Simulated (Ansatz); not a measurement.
# One crystal, many levels of theory: Y2Ti2S2O5 (I4/mmm), part 2 of 2

Wanted: a ladder of band gaps for Y2Ti2S2O5 (I4/mmm), from density functionals to G0W0.

Ansatz 0.2.0; density functionals, hybrids and G0W0, plane waves, PAW. Known limits of the many-body steps: finite bands, screening cutoff and k mesh; no spin-orbit coupling in G0W0.

So far. Step 4 (HSE06 on the 6×6×6 mesh): Over mesh and listed points the gap is 1.972 eV, direct, at k = Γ. HSE06 against r2SCAN: 1.972 − 1.160 = +0.812 eV. The runs also differ in mesh (8×8×8 and 6×6×6) and plane-wave cutoff (500 eV and 420 eV), so how much of this comes from the functional alone is not known. The program's warnings for this run: metallic iterate. Step 5 (G0W0@r2SCAN, 6×6×6 mesh, 764 empty bands, screening to …): Over 19 of 30 irreducible mesh points the G0W0 gap is 2.788 eV, direct, at k = Γ.

In doubt: masses and optical values from hybrid runs of this build are listed as unsure (step 6), which bears on the screening that GW takes from such a start.

## (6) G0W0@HSE06, 6×6×6 mesh, 355 empty bands, screening to 96 eV, PAW set soft_1 files

This step: G0W0 on HSE06, plane waves, PAW; PAW set soft_1.

input.yaml

```yaml
crystal:
  lattice:
    - [-1.898002, 1.898002, 11.54533]
    - [1.898002, -1.898002, 11.54533]
    - [1.898002, 1.898002, -11.54533]
  atoms:
    - { symbol: "Y", position: [0.666698, 0.666698, 0.0] }
    - { symbol: "Y", position: [0.333302, 0.333302, 0.0] }
    - { symbol: Ti, position: [0.921493, 0.921493, 0.0] }
    - { symbol: Ti, position: [0.078507, 0.078507, 0.0] }
    - { symbol: S, position: [0.794752, 0.794752, 0.0] }
    - { symbol: S, position: [0.205248, 0.205248, 0.0] }
    - { symbol: O, position: [0.0, 0.0, 0.0] }
    - { symbol: O, position: [0.900805, 0.400805, 0.5] }
    - { symbol: O, position: [0.599195, 0.099195, 0.5] }
    - { symbol: O, position: [0.400805, 0.900805, 0.5] }
    - { symbol: O, position: [0.099195, 0.599195, 0.5] }
kpoints:
  mp_grid: { grid: [6, 6, 6] }
hamiltonian:
  xc: hse06
  pseudopotentials: { kind: paw, azcp: { folder: soft_1 } }
scf:
  occupations: { method: fixed }
gw:
  n_empty_bands: 355
  ecut_chi: 96
  qp_bands: [v3, c3]
  qp_kpoints: band_edges
  screening: { model: contour_deformation }
```

Run with:

```sh
$ ansatz run input.yaml --threads 24 --pin off --max-ram 110592MiB --backend cuda --events-out ev --progress --plain --runs-dir out --devices 1 --max-vram 157GiB
```

Numbers of over 12 decimals in the logs are rounded to 6 here.

The log of the run:

```text
GPUs: using 1 of 1 available (devices: 1).
[...]
Crystal: 11 atoms, lattice volume = 166.364 Å³
Basis set: ecut = 420 eV, 3235 PW (Γ)
Bands: 55, of which v1, the nominal top of the filled ones, is band 44 counted from 1 (43 counted from 0)
Symmetry: 16 space group operations
[...]
k-points: 30 of 216
[...]
20    44      7.1399   -18.9483     2.2627   -16.6038  0.7874     7.0580     7.0581  root
    20    45     10.8498   -13.5593    -5.9989   -20.4253  0.7519    11.7290    11.7169  root
    20    46     11.3151   -13.4473    -6.2084   -20.4729  0.7449    12.1443    12.1323  root
[...]
29    44      8.0303   -18.6573     1.9845   -16.4992  0.7973     7.8565     7.8568  root
    29    45     10.0051   -12.1640    -6.2402   -19.1783  0.7633    10.7877    10.7792  root
    29    46     10.0281   -12.1849    -6.2532   -19.2142  0.7629    10.8128    10.8042  root
    29    47     11.2602   -13.3373    -6.1591   -20.3057  0.7467    12.0811    12.0695  root
```

Wall time 2.6 min (1 × NVIDIA GB200 with 24 threads of Arm Neoverse V2, shared host); peak memory 5.3 GiB; 8.6 min of CPU time.

This step gave:

- bands summed: 399
- RPA ε∞ on this mesh (eigenvalues): 4.847, 4.847, 4.911
- plane waves in the screening matrix: 343
- G0W0 gap over the corrected points: 2.919 eV
- k of the valence top: 0, 0, 0
- k of the conduction bottom: 0, 0, 0
- starting gap on the mesh: 1.973 eV
- Z at the valence top: 0.7973
- Z at the conduction bottom: 0.7635
- least direct G0W0 gap over the corrected points: 2.919 eV

Over 24 of 30 irreducible mesh points the G0W0 gap is 2.919 eV, direct, at k = Γ. The HSE06 gap of this run on the mesh is 1.973 eV. The two states that bound the G0W0 gap lie that far apart at the start, so the correction of the gap is 2.919 − 1.973 = +0.946 eV. G0W0@HSE06 against G0W0@r2SCAN with 399 bands (a further run, in the table below): 2.919 − 2.775 = +0.144 eV. The runs also differ in plane-wave cutoff (500 eV and 420 eV), so how much of this comes from the start alone is not known. The program's warnings for this run: metallic iterate.

## (7) Gap and time by level

Each gap is the least one over the points named; times are wall times on shared hosts, not benchmarks. A G0W0 time includes the run's own self-consistent start. Runs with listed points see these and the mesh alone, so an edge that moves elsewhere is missed. Rows marked * are further runs, not shown as steps, whose inputs differ from the G0W0 step on the same start in the columns given; solver thresholds can differ too.

```tsv
level	mesh	files, cutoff	bands summed, screening	points	gap (eV)	valence top	conduction bottom	least direct gap (eV)	time
r2SCAN	8×8×8	soft_1 PAW, 500 eV	-	mesh and path	1.160	Γ	Γ	1.160	2.7 s
r2SCAN+SOC	8×8×8	soft_1 PAW, 500 eV	-	mesh and listed points	1.118	Γ	Γ	1.118	3.9 s
HSE06	6×6×6	soft_1 PAW, 420 eV	-	mesh and listed points	1.972	Γ	Γ	1.972	23 s
G0W0@r2SCAN*	6×6×6	soft_1 PAW, 500 eV	169, 48 eV	19 of 30 irreducible mesh points	2.850	Γ	Γ	2.850	51 s
G0W0@r2SCAN*	6×6×6	soft_1 PAW, 500 eV	399, 96 eV	21 of 30 irreducible mesh points	2.775	Γ	Γ	2.775	1.8 min
G0W0@r2SCAN	6×6×6	soft_1 PAW, 500 eV	808, 160 eV	19 of 30 irreducible mesh points	2.788	Γ	Γ	2.788	4.1 min
G0W0@r2SCAN*	4×4×4	soft_1 PAW, 500 eV	399, 96 eV	7 of 13 irreducible mesh points	2.774	Γ	Γ	2.774	16 s
G0W0@HSE06	6×6×6	soft_1 PAW, 420 eV	399, 96 eV	24 of 30 irreducible mesh points	2.919	Γ	Γ	2.919	2.6 min
```

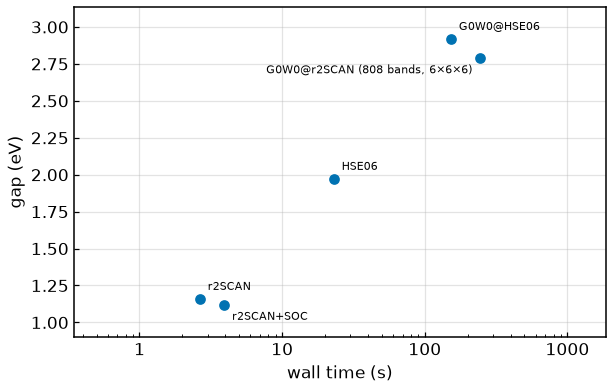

Gap against wall time for the runs shown as steps.

## (8) Results

* r2SCAN, over mesh and path: 1.160 eV
* r2SCAN+SOC, over mesh and listed points: 1.118 eV
* HSE06, over mesh and listed points: 1.972 eV
* G0W0@r2SCAN (808 bands, 6×6×6), over 19 of 30 irreducible mesh points: 2.788 eV
* G0W0@HSE06, over 24 of 30 irreducible mesh points: 2.919 eV
* known limits: finite bands, screening cutoff and k mesh; no spin-orbit coupling in G0W0

In words: The rows run from 1.118 eV (r2SCAN+SOC) to 2.919 eV (G0W0@HSE06). They differ in mesh, plane-wave cutoff, bands and screening cutoff of G0W0 and the points over which the gap was sought as well as in level, so only pairs that share these are like for like. r2SCAN+SOC against r2SCAN: 1.118 − 1.160 = −0.042 eV, with the same mesh, set of files (read in its fully relativistic form for the spin-orbit run) and cutoff, and both edges at the same k points. The spin-orbit run sees mesh and listed points alone, so its gap is an upper bound: the coupling can move an edge off these points, and the change over the zone, its sign included where it is small, is not known. G0W0@r2SCAN (808 bands, 6×6×6) moves the gap of its own start on the mesh by 2.788 − 1.159 = +1.629 eV, between the same two levels. Both edges that r2SCAN shows over mesh and path lie at k points where levels were corrected. Levels at other points were not corrected, so a lower G0W0 gap elsewhere in the zone is not ruled out. G0W0@HSE06 moves the gap of its own start on the mesh by 2.919 − 1.973 = +0.946 eV, between the same two levels. Both edges that HSE06 shows over mesh and listed points lie at k points where levels were corrected. Levels at other points were not corrected, so a lower G0W0 gap elsewhere in the zone is not ruled out. What spin-orbit coupling does to the G0W0 levels was not computed, so no sum with the G0W0 gap is formed. For G0W0@r2SCAN: from 169 bands and 48 eV to 808 bands and 160 eV the gap moves by 2.788 − 2.850 = −0.062 eV (rung by rung 2.850, 2.775, 2.788 eV); bands and screening cutoff rise together, so their parts are not told apart. The gap turns back along the series (2.850, 2.775, 2.788 eV), so no line is drawn and the limit is not known. The other G0W0 rows are shown at one basis each (399 bands), so their distance from the limit is not known here. With the 4×4×4 mesh in place of the 6×6×6 mesh and all else as in the G0W0@r2SCAN row with 399 bands, the gap differs by 2.774 − 2.775 = −0.001 eV, and that of the start by 1.153 − 1.159 = −0.006 eV. For G0W0@HSE06: the program's warnings for this run: metallic iterate. The G0W0 runs are scalar-relativistic. G0W0 is shown with one set of atomic data (soft_1 PAW), so the error from the files is not known here. Failed or unusable runs of this series, left out of the table: G0W0@r2SCAN (6×6×6 mesh, hard PAW files, 1050 eV, 355 empty bands) reached its time limit after 85 s.

[Paths, hosts, dates, memory and timing lines, banners, echoed tables and standing remarks are left out of the program output.]

[Logs are printed without paths, hosts, clocks, repeated set-up lines and the standing remarks that a program may print on its own settings, such as how far it seeks lower states.]

[Runs of the session that timed out or met a known fault of the program may be left out.]

[Cells called generated may have been cut or substituted from an entry of the Crystallography Open Database or the Materials Project.]

[Hosts, paths, dates, database ids (printed as entryN), source tags and the programs' standing remarks are cut or masked in the printed files.]

[Where an RPA ε∞ is given, it is that of the G0W0 mesh and is not shown converged in it. Names of k-points follow the symmetry that the program found, which can be lower than the space group named. Band edges on a path are those of the sampled points; other points can move an edge, and change direct to indirect where valleys lie close.]

[Hybrid gaps are those of their k-mesh and are not shown converged in it.]
